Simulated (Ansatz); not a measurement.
# A series of single points on CsI

System: CsI (2 atoms in the cell).
Method: DFT LDA, scalar-relativistic, plane waves, PAW, no spin polarisation (Ansatz 0.2.0).

The 5 runs differ only in the geometry, by a strain of the cell at fixed fractional positions. Against run 3, the strain is εzz = η. The structure derives from an entry of the Crystallography Open Database.

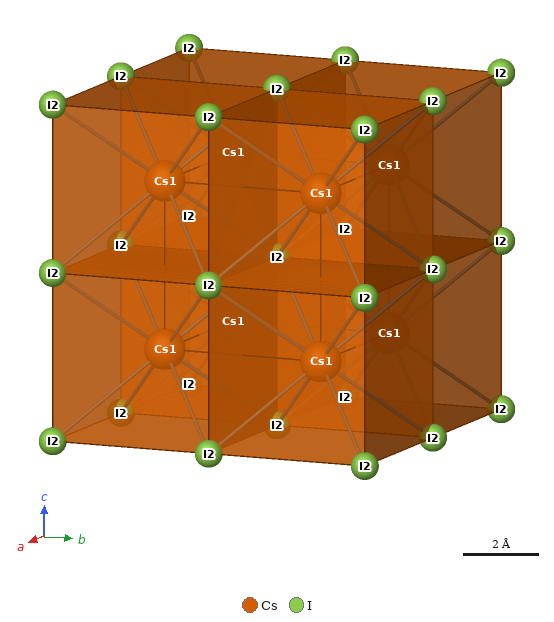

Figure 1. The structure of run 3 (polyhedral view of the cell of the calculation, seen slightly off an axis; polyhedra are completed across the faces of the cell; atoms are numbered from 1 in the order of the input).

### Input of run 3
```yaml
crystal:
  lattice:
    - [4.5667, 0.0, 0.0]
    - [0.0, 4.5667, 0.0]
    - [0.0, 0.0, 4.5895335]
  atoms:
    - { symbol: Cs, position: [0.0, 0.0, 0.0] }
    - { symbol: I, position: [0.5, 0.5, 0.5] }
basis:
  ecutwfc: 420
kpoints:
  mp_grid: { grid: [6, 6, 6] }
hamiltonian:
  xc: lda
scf:
  occupations: { method: gaussian, width: 0.05 }
output:
  forces: true
  stress: true
  eigenvalues: true
```

Command:
```bash
ansatz run input.yaml --threads 1 --pin off --max-ram 1228MiB --backend cpu --events-out ev --progress --plain --runs-dir out
```

Lattice vectors (Å) and fractional positions of run 3:
```
   4.566700    0.000000    0.000000
   0.000000    4.566700    0.000000
   0.000000    0.000000    4.589533
Cs  0.000000  0.000000  0.000000
I   0.500000  0.500000  0.500000
```

Run 4 differs from it as follows:
```diff
-    - [0.0, 0.0, 4.5895335]
+    - [0.0, 0.0, 4.6352005]
```

### Results, with one run withheld

```tsv
run	strain parameter η (%)	free energy per atom, from the lowest run given (meV)	pressure (GPa)	gap on the mesh (eV)
1	−2.4876	0.00	−1.21	3.53
2	−1.4925	3.22	−1.31	3.53
3	0.0000	9.26	−1.45	3.51
4	0.9950	?	?	?
5	1.4925	16.65	−1.58	3.43
```

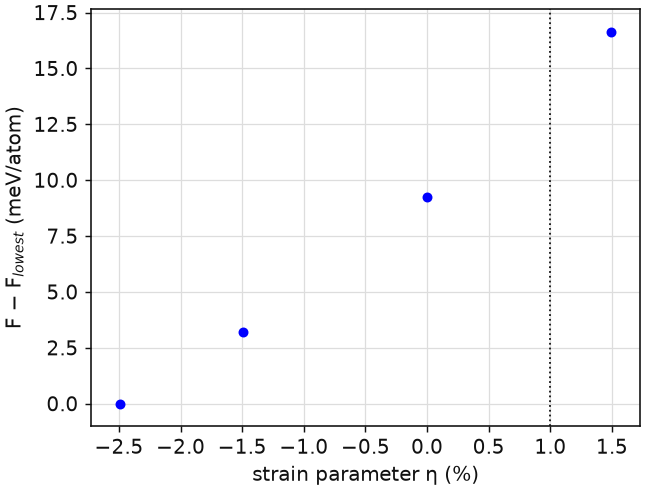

Figure 2. Free energy per atom of the runs given; the dotted line marks run 4.

What should run 4 give?

A quadratic polynomial in the coordinate, fitted to the 4 runs given, misses them by at most 0.01 meV per atom. With x = η + 0.6219, it reads F = 6.5738 + 4.1082 x + 0.31163 x² (meV per atom). At run 4 it gives 14.03 meV per atom, and the run itself gives 14.04. The fit has no minimum inside this range. The gap on the mesh lies between 3.43 eV (run 5) and 3.53 eV (run 2); run 4 has 3.46 eV. These are gaps of this functional on this mesh, which can miss the band edges; they aren't the measured gap.

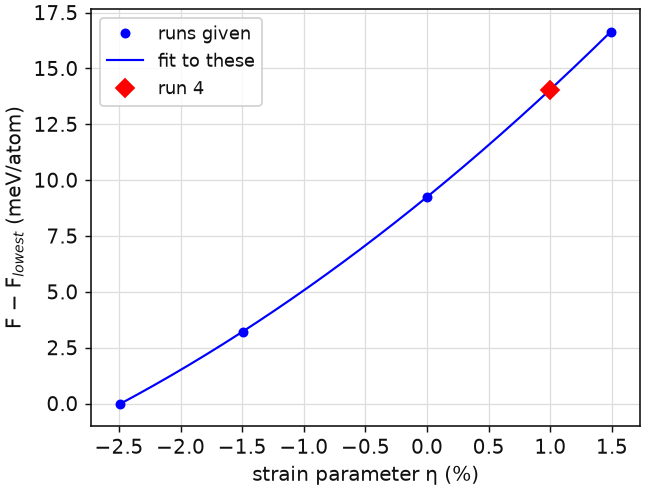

Figure 3. The fit and the withheld run.

### Output, shortened to warnings, some set-up lines, iterations and results (run 4)
```
Basis set: ecut = 420 eV, 1879 PW (Γ)
Symmetry: 16 space group operations
k-points: 40 of 216
Initial density: superposition of atomic densities (neutral atoms: chi_scale 0, normalization atom), corrected by the library's trained network
[...]
SCF iter   1: F=—  HF=-12863.842314 eV  |F-HF|=—  |Δ(HF+E_count)|=         —  Δρ=3.57e-3  dr2=7.23e-3  ethr=1.77e-3  ⟨swp⟩=8.1  Hψ=3996  notcnv=0
SCF iter   2: F=—  HF=-12863.841377 eV  |F-HF|=—  |Δ(HF+E_count)|=   9.37e-4  Δρ=1.93e-3  dr2=2.19e-3  ethr=2.78e-5  ⟨swp⟩=2.5  Hψ=1340  notcnv=0
SCF iter   3: F=—  HF=-12863.841344 eV  |F-HF|=—  |Δ(HF+E_count)|=   3.32e-5  Δρ=1.96e-4  dr2=5.89e-5  ethr=8.41e-6  ⟨swp⟩=1.3  Hψ=747  notcnv=0
SCF iter   4: F=—  HF=-12863.841361 eV  |F-HF|=—  |Δ(HF+E_count)|=   1.74e-5  Δρ=5.85e-5  dr2=4.04e-6  ethr=2.27e-7  ⟨swp⟩=2.0  Hψ=880  notcnv=0
SCF iter   5: F=—  HF=-12863.841361 eV  |F-HF|=—  |Δ(HF+E_count)|=   2.20e-7  Δρ=1.10e-5  dr2=1.14e-7  ethr=1.55e-8  ⟨swp⟩=2.4  Hψ=1210  notcnv=0
SCF iter   6: F=-12863.841361 eV  HF=-12863.841361 eV  |F-HF|=3.94e-9  |Δ(HF+E_count)|=   1.02e-7  Δρ=2.27e-6  dr2=4.95e-9  ethr=3.85e-10  ⟨swp⟩=6.5  Hψ=3148  notcnv=0
SCF 1 converged in 6 iterations: F = -12863.841361 eV  dr2 = 4.95e-9
SCF converged after 6 iterations
Free energy (F): -12863.841361 eV
Harris-Foulkes:  -12863.841361 eV  (|F-HF|=3.94e-9)
Internal energy: -12863.841361 eV  (E = F + TS)
E sigma→0 (E₀):  -12863.841361 eV
Fermi energy:    5.314216 eV
--- Per-component energies (eV) ---
  E_band       = -444.997241
  E_kinetic    = 332.240440
  E_local      = -2472.521190  (includes V_loc(G=0)·N_el)
  E_nonlocal   = -52.741995
  E_hartree    = 1223.820753
  E_xc         = -300.409414
  E_vxc        = -255.700970  (∫ρ·V_xc dr)
  E_paw        = -9563.428614  (= ΣΔE_a)
  E_vpaw       = -443.914929  (= ΣTr[D̂ρ^β])
  E_aug_tail   = 0.000063  (compensation charges beyond the density's cutoff)
  E_ewald      = -2031.853176
  E_core_change = 1.051771  (= ΣΔE_core)
  E_smearing   = -0.000000  (= −TS)
  E_closure    = -0.000000  (closes the sum)
  Σ components = -12863.841361   (vs F -12863.841361, Δ=0.00e0)
--- Forces (eV/Å), atoms counted from 1 ---
  atom   1  Cs    -0.00000000    -0.00000000     0.00000000
  atom   2  I      0.00000000     0.00000000     0.00000000
  max |Σ_I F_I| component: 1.79e-29 eV/Å
--- Stress (GPa, compression-positive) ---
       -1.450060       0.000000       0.000000
        0.000000      -1.450060       0.000000
        0.000000       0.000000      -1.707366
  P = ⅓ Tr σ = -1.5358 GPa (-15.358 kbar)
```
